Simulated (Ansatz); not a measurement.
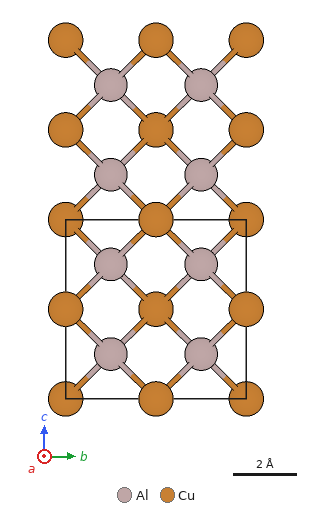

This is the input geometry for a relaxation of solid Al$_{2}$Cu (set up in I4/mmm). Style: ball-and-stick. Shown: the larger cell on standard axes (4 times the calculation's cell), repeated 1 × 1 × 2 with one cell outlined, along the a axis.

The calculation used DFT r2SCAN, scalar-relativistic, plane waves, PAW in Ansatz 0.2.0.

Input
```yaml
crystal:
  lattice:
    - [-2.0303375, 2.0303375, 2.851094]
    - [2.0303375, -2.0303375, 2.851094]
    - [2.0303375, 2.0303375, -2.851094]
  atoms:
    - { symbol: Al, position: [0.75, 0.25, 0.5] }
    - { symbol: Al, position: [0.25, 0.75, 0.5] }
    - { symbol: Cu, position: [0.5, 0.5, 0.0] }
basis:
  ecutwfc: 500
kpoints:
  mp_grid: { grid: [14, 14, 14] }
hamiltonian:
  xc: r2scan
scf:
  occupations: { method: gaussian, width: 0.1 }
output:
  forces: true
  stress: true
  eigenvalues: true
  write_density: true
  write_potential: true
  elf: true
  volumetric_format: npy
relax:
  adjacent_minimum: "off"
  f_tol: 0.005
  max_steps: 80
  cell: { stress_tol: 0.05 }
```

Command:
```bash
ansatz run input.yaml --threads 1 --pin off --max-ram 2560MiB --backend cpu --events-out ev --progress --plain --runs-dir out
```

Q: Where does the relaxation end?

A: After 2 accepted moves (3 points after the start) the energy has fallen by 0.2 meV per atom. All forces vanish by symmetry, so only the cell relaxes. Pressure: 0.29 GPa at the start and 0.00 GPa at the end. The SCF was repeated once at an unchanged geometry on a basis and grid sized afresh for the cell, which shifted the energy by less than 0.05 meV per atom at most. No atom moves by more than 0.005 Å relative to the cell. Cell: a = b 5.743 → 5.734 Å (−0.1 %), c 5.702 → 5.734 Å (+0.6 %). Volume +0.3 %. Within 0.06 Å the space group is Fm-3m at the start and Fm-3m at the end; at a tighter tolerance small leftover displacements or strains of the cell lower it.
